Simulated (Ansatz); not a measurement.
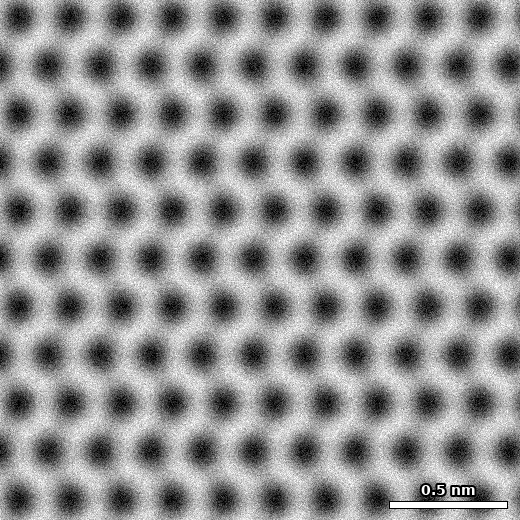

HRTEM-like image of Cu (P6_3/mmc, No. 194) along [100]. Simulated in the weak-phase-object approximation with neutral-atom potentials: 300 kV, Cs = 0.50 mm, defocus −376 Å (negative is underfocus), defocus spread 20 Å, aperture 0.61 1/Å. Shot noise was added. Structure: the end point of a relaxation at fixed volume with DFT PBE, spin-orbit coupling, plane waves, PAW in Ansatz 0.2.0; the starting structure was generated, so it need not be a known form of this composition.

> What point resolution do these settings give, and which lattice spacings pass?

About 1.6 Å (0.66 |Cs|^(1/4) λ^(3/4) with λ = 0.0197 Å). The spacings that carry visible contrast are {100} at 2.22 Å, {002} at 2.09 Å, {101} at 1.96 Å.

> Do the atom columns appear dark or bright, and why?

Dark. With positive Cs and underfocus sin χ is negative over the pass band, so the strongest columns (Cu) come out darker than the background.
